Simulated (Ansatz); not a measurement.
## STM study: TiSi2(010) (Cmcm bulk, the cell from a database of computed structures, not from a measurement, 9 atomic planes (those closer than 0.6 Å count as one), 9 Å, Ti-terminated, slab composition Ti2Si3) with one Si vacancy in a 2 × 2 cell

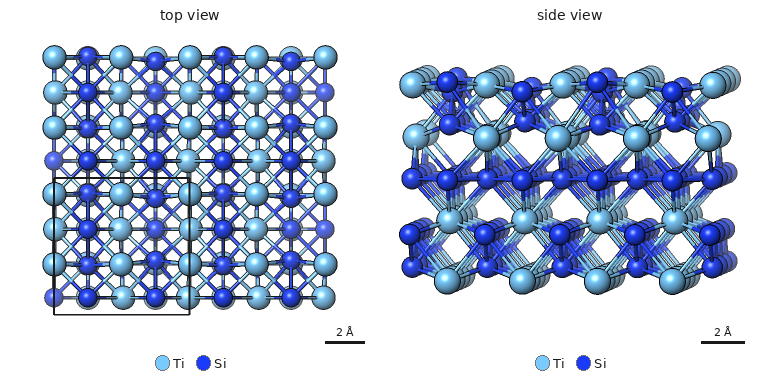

The relaxed structure from above and from the side.

Method: DFT LDA, scalar-relativistic, plane waves, PAW (Ansatz 0.2.0). Cutoff 420 eV, 9 × 9 k-points, Gaussian smearing 0.1 eV, dipole correction. The slab is a cut without reconstruction beyond its cell, at the source's lattice constants, with its lower half held fixed and the rest relaxed. The defects repeat every 7.1 Å and interact, so states at the Fermi level and the work function belong to this dense array. No spin polarisation. The run warns that the functional's potential is rough in the thin density of the vacuum, where the tip is; weak contrasts and barriers may feel it.

Model: Tersoff–Hamann, s-wave tip, no tip–sample forces. Bias windows are sharp sums over the levels of the k mesh.

```yaml
crystal:
  lattice:
    - [7.06042, 0.00000, 0.00000]
    - [0.00000, 7.13035, 0.00000]
    - [0.00000, 0.00000, 29.54730]
  atoms:
    - { symbol: Ti, position: [0.25000, 0.12500, 0.33844] }
    - { symbol: Ti, position: [0.25000, 0.62500, 0.33844] }
    - { symbol: Ti, position: [0.75000, 0.12500, 0.33844] }
    - { symbol: Ti, position: [0.75000, 0.62500, 0.33844] }
    - { symbol: Si, position: [0.00000, 0.37500, 0.35897] }
    - { symbol: Si, position: [0.00000, 0.87500, 0.35897] }
    - { symbol: Si, position: [0.50000, 0.37500, 0.35897] }
    - { symbol: Si, position: [0.50000, 0.87500, 0.35897] }
    - { symbol: Si, position: [0.00000, 0.12500, 0.41227] }
    - { symbol: Si, position: [0.00000, 0.62500, 0.41227] }
    - { symbol: Si, position: [0.50000, 0.12500, 0.41227] }
    - { symbol: Si, position: [0.50000, 0.62500, 0.41227] }
    - { symbol: Ti, position: [0.25000, 0.37500, 0.43280] }
    - { symbol: Ti, position: [0.25000, 0.87500, 0.43280] }
    - { symbol: Ti, position: [0.75000, 0.37500, 0.43280] }
    - { symbol: Ti, position: [0.75000, 0.87500, 0.43280] }
    - { symbol: Si, position: [0.25000, 0.12500, 0.49891] }
    - { symbol: Si, position: [0.25000, 0.62500, 0.49768] }
    - { symbol: Si, position: [0.75000, 0.12500, 0.49874] }
    - { symbol: Si, position: [0.75000, 0.62500, 0.49921] }
    - { symbol: Si, position: [0.99948, 0.37479, 0.49950] }
    - { symbol: Si, position: [0.99948, 0.87521, 0.49950] }
    - { symbol: Si, position: [0.50052, 0.37479, 0.49950] }
    - { symbol: Si, position: [0.50052, 0.87521, 0.49950] }
    - { symbol: Ti, position: [0.98910, 0.12500, 0.56560] }
    - { symbol: Ti, position: [0.01002, 0.62500, 0.56400] }
    - { symbol: Ti, position: [0.51090, 0.12500, 0.56560] }
    - { symbol: Ti, position: [0.48998, 0.62500, 0.56400] }
    - { symbol: Si, position: [0.25000, 0.36162, 0.58566] }
    - { symbol: Si, position: [0.25000, 0.88838, 0.58566] }
    - { symbol: Si, position: [0.75000, 0.39843, 0.59035] }
    - { symbol: Si, position: [0.75000, 0.85157, 0.59035] }
    - { symbol: Si, position: [0.25000, 0.12500, 0.65481] }
    - { symbol: Si, position: [0.25000, 0.62500, 0.63597] }
    - { symbol: Si, position: [0.75000, 0.12500, 0.63957] }
    - { symbol: Ti, position: [0.00404, 0.36867, 0.64871] }
    - { symbol: Ti, position: [0.00404, 0.88133, 0.64871] }
    - { symbol: Ti, position: [0.49596, 0.36867, 0.64871] }
    - { symbol: Ti, position: [0.49596, 0.88133, 0.64871] }
```

## 1. The defect in the image

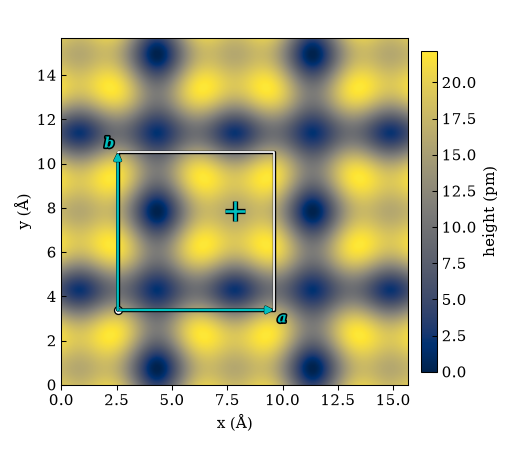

Constant-current image at a set point of 1.5 × 10⁻⁴ e/Å³, sample bias +1.50 V, of TiSi2(010) (Cmcm bulk, the cell from a database of computed structures, not from a measurement, 9 atomic planes (those closer than 0.6 Å count as one), 9 Å, Ti-terminated, slab composition Ti2Si3) with one defect or adsorbate in every 2 × 2 cell; the cross marks its site, and a white outline, where drawn, is that cell.

The feature is an Si vacancy. How does it appear?

Answer. Its site appears as a dip 6 pm below the bright spots that ring it, and 9 pm above the mean of the area farther than 4.0 Å from it. In the relaxed structure it lies 0.4 Å under the topmost atom. The brightest spots lie over the top Ti atoms; the darkest points are over the Si atoms 0.6 Å below the top plane.

## 2. One image

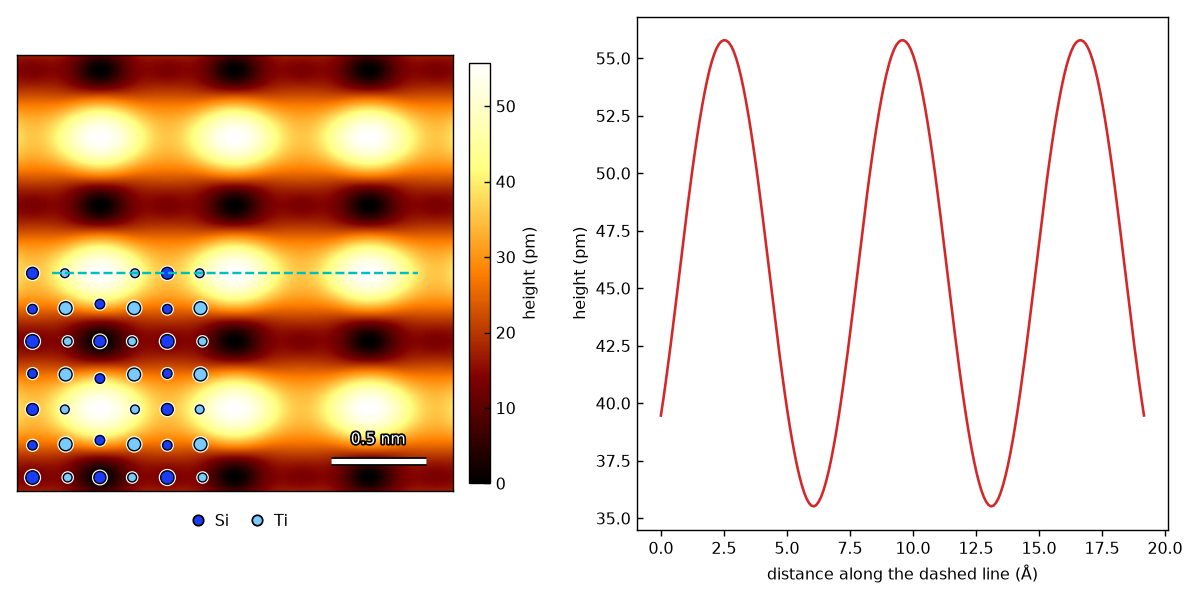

Constant-current image at a set point of 6.5 × 10⁻⁶ e/Å³ of this surface, sample bias −1.00 V. The atoms seen from above are drawn over one corner (deeper ones smaller). The right panel is the profile along the dashed line.

What lies under the maxima and minima of this image?

Answer. The brightest spots lie over the vacancy; the darkest points are over the Si atoms 0.5 Å below the top plane. The corrugation is 56 pm at a mean tip height of 5.0 Å.

## 3. Approach curves

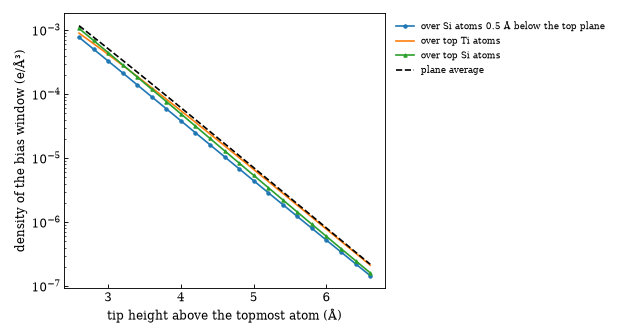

Approach curves over this surface at a sample bias of −2.00 V.

How fast does the current decay, and what apparent barrier height does that imply?

Answer. Near 4 Å the plane average falls as exp(−2.14 z/Å), a factor of 8.5 per ångström, which gives an apparent barrier of 4.4 eV (0.952 eV Å² times the slope squared). The vacuum level lies 3.72 eV above zero bias. The apparent barrier is above 3.72 eV. At 4 Å the 0.25 eV of states nearest the highest filled state carry 53 % of the density.

## 4. Barrier map

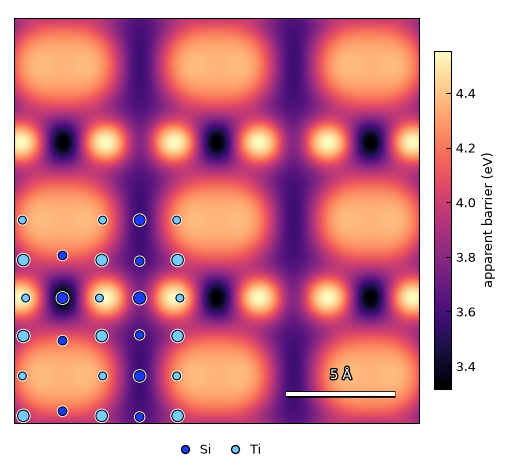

Map of the apparent barrier height, 0.952 eV Å² × (d ln I/dz)², 4.2 Å above this surface at −0.25 V; lighter colours are higher.

Where is the apparent barrier highest and lowest, and over what range?

Answer. It is highest, 4.6 eV, over the sites above the Ti atoms 2.6 Å below the top plane away from the vacancy, and lowest, 3.3 eV, over the Si atoms 0.5 Å below the top plane. The vacuum level lies 3.72 eV above zero bias.

## 5. Bias series

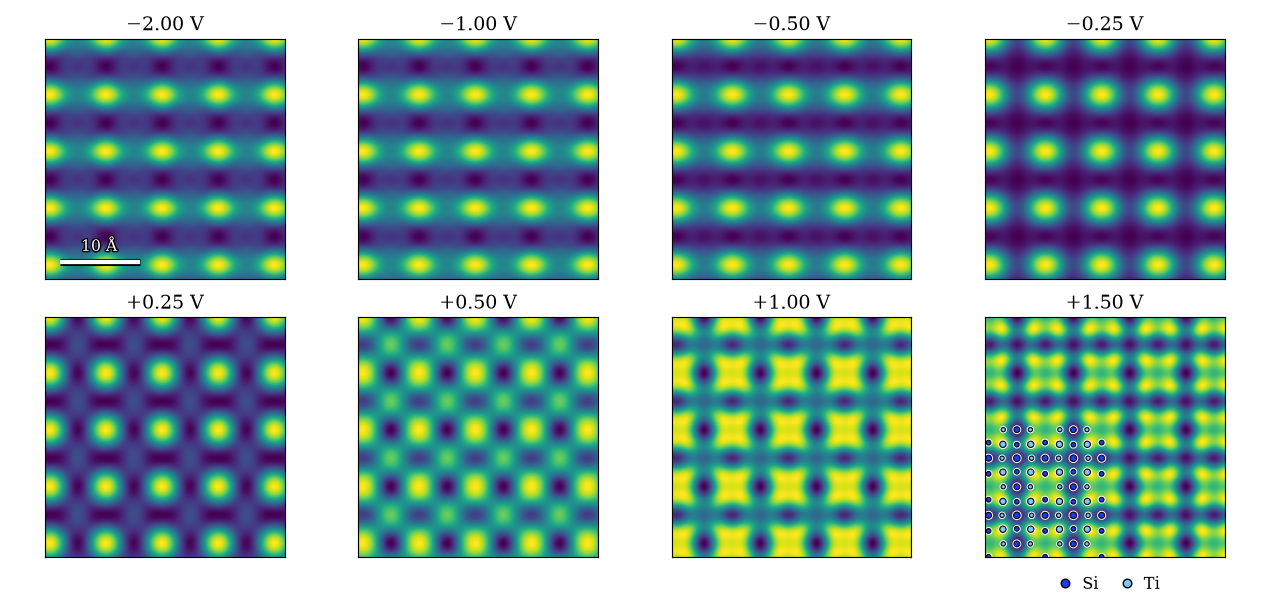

Constant-height images of this surface at 8 sample biases, each on its own colour scale; the last has the atoms seen from above drawn over one corner (deeper ones smaller).

How do the images change with bias?

Answer.
```tsv
bias	height (Å)	bright/dark	brightest over
−2.00 V	4.5	2.6	vacancy
−1.00 V	4.5	3.5	vacancy
−0.50 V	4.5	4.4	vacancy
−0.25 V	4.5	6.3	vacancy
+0.25 V	4.5	2	vacancy
+0.50 V	4.5	1.6	vacancy
+1.00 V	4.5	1.4	points 1.1 Å to the side of the top Ti atoms
+1.50 V	4.5	1.5	top Ti atoms
```

The slab has states at the Fermi level, so this model gives a current down to small biases. Its work function (top face) is 3.72 eV.
